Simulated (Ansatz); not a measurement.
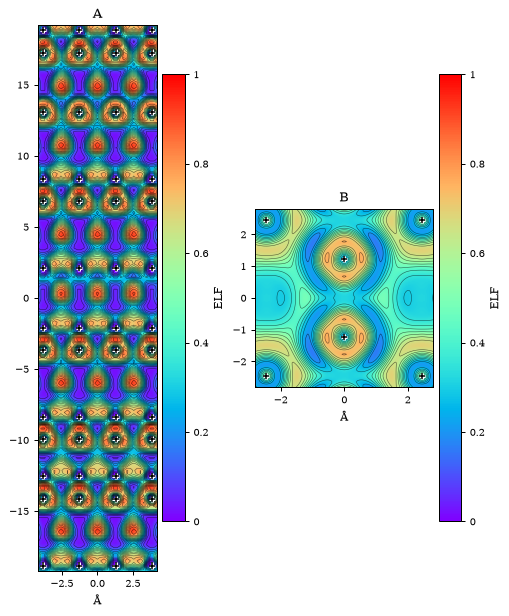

The ELF of 2 systems, each on a plane through atoms (crosses mark nuclei in the plane).

Level of theory: Ansatz, DFT PBE, scalar-relativistic, plane waves, PAW.

System 1: SiMo3, the (100) plane of the conventional cell. Space group Pm-3n; computed without spin polarisation.

```
CELL_PARAMETERS angstrom
4.90645 0.00000 0.00000
0.00000 4.90645 0.00000
0.00000 0.00000 4.90645
ATOMIC_POSITIONS crystal
Si 0.00000 0.00000 0.00000
Si 0.50000 0.50000 0.50000
Mo 0.25000 0.00000 0.50000
Mo 0.50000 0.75000 0.00000
Mo 0.75000 0.00000 0.50000
Mo 0.50000 0.25000 0.00000
Mo 0.00000 0.50000 0.75000
Mo 0.00000 0.50000 0.25000
```

System 2: BN, the (100) plane of the conventional cell. Space group R3m; a structure from a database of computed crystals, not necessarily the ambient phase; not relaxed (largest force 1.7 eV/Å).

> Which map belongs to which system?

Panel A is system 2, BN: the plane holds B and N. B–N (1.57 Å): the ELF peaks at about 0.95 between the atoms; a polar covalent bond. Panel B is system 1, SiMo3: the plane holds Si and Mo. Mo–Mo (2.45 Å): the ELF is about 0.30 at the midpoint.
